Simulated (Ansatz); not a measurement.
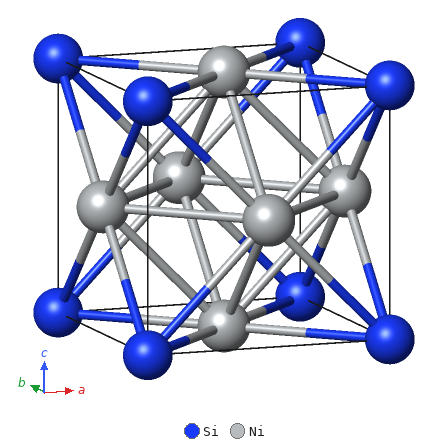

System: SiNi₃, space group Pm-3m (No. 221). The picture shows the cell.

Starting cell:
```xyz
4
Lattice="3.5063 0.0000 0.0000 0.0000 3.5063 0.0000 0.0000 0.0000 3.5063" Properties=species:S:1:pos:R:3 pbc="T T T"
Si    0.0000    0.0000    0.0000
Ni    0.0000    1.7531    1.7531
Ni    1.7531    0.0000    1.7531
Ni    1.7531    1.7531    0.0000
```

Calculation (Ansatz 0.2.0): homogeneous strain of a crystal along one Voigt pattern with engineering shear, fractional coordinates fixed, by plane-wave density functional theory with PAW datasets, free energies less that of the undisturbed cell; scalar-relativistic. Level: PBE, no spin polarisation.

- wave cutoff: 420 eV
- k mesh: 14×14×14
- occupations: Gaussian
- smearing width: 0.15 eV
- k shift: (0, 0, 0) (mesh steps)
- start: relaxed
- strain pattern: (0, 0, 0, 0, 1, 0) (xx yy zz yz xz xy with engineering shear)

The points at strain −0.045, −0.015, 0.03 and 0.06 follow from computed ones by symmetry.

Describe the result: the energy change and tensile stress summed over the strain pattern against strain. The strain takes the values −0.0600, −0.0450, −0.0300, −0.0150, 0.0000, 0.0150, 0.0300, 0.0375, 0.0450, 0.0525, 0.0600.

The energy rises on both sides of the starting structure, which is therefore a minimum along this path. The energy change is 15.94 meV/atom at strain −0.0600 and 15.94 meV/atom at 0.0600; the lowest computed point is at strain 0.0000 (0.00 meV/atom). The tensile stress summed over the strain pattern rises from −7.9 GPa at strain −0.0600 to 7.9 GPa at 0.0600, and changes sign near 0.000. The slope of stress against strain at the start, which at zero pressure is the clamped-ion constant C55, is 130 GPa.

```json
{"strain": "-0.0600", "energy change (meV/atom)": "15.94", "tensile stress summed over the strain pattern (GPa)": "-7.9"}
{"strain": "-0.0450", "energy change (meV/atom)": "8.93", "tensile stress summed over the strain pattern (GPa)": "-5.9"}
{"strain": "-0.0300", "energy change (meV/atom)": "3.96", "tensile stress summed over the strain pattern (GPa)": "-3.9"}
{"strain": "-0.0150", "energy change (meV/atom)": "0.99", "tensile stress summed over the strain pattern (GPa)": "-2.0"}
{"strain": "0.0000", "energy change (meV/atom)": "0.00", "tensile stress summed over the strain pattern (GPa)": "0.0"}
{"strain": "0.0150", "energy change (meV/atom)": "0.99", "tensile stress summed over the strain pattern (GPa)": "2.0"}
{"strain": "0.0300", "energy change (meV/atom)": "3.96", "tensile stress summed over the strain pattern (GPa)": "3.9"}
{"strain": "0.0375", "energy change (meV/atom)": "6.19", "tensile stress summed over the strain pattern (GPa)": "4.9"}
{"strain": "0.0450", "energy change (meV/atom)": "8.93", "tensile stress summed over the strain pattern (GPa)": "5.9"}
{"strain": "0.0525", "energy change (meV/atom)": "12.18", "tensile stress summed over the strain pattern (GPa)": "6.9"}
{"strain": "0.0600", "energy change (meV/atom)": "15.94", "tensile stress summed over the strain pattern (GPa)": "7.9"}
```

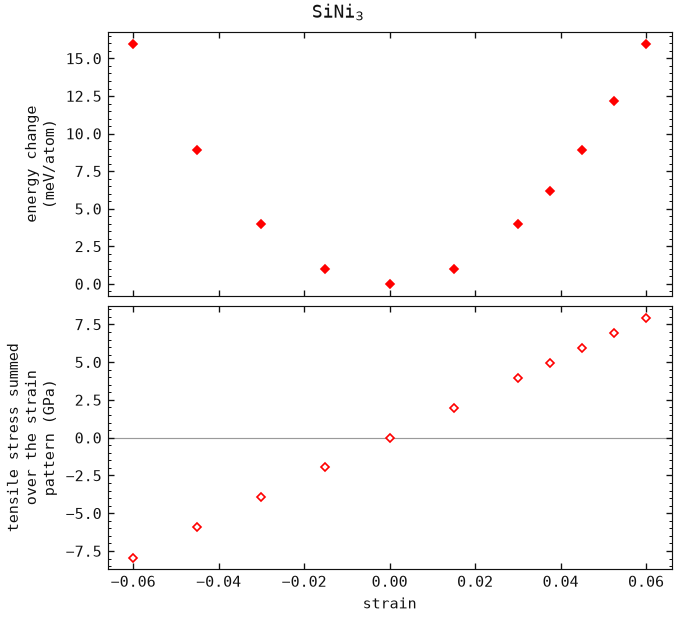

Limits of the calculation: no spin polarisation, a magnetic state may lie lower.
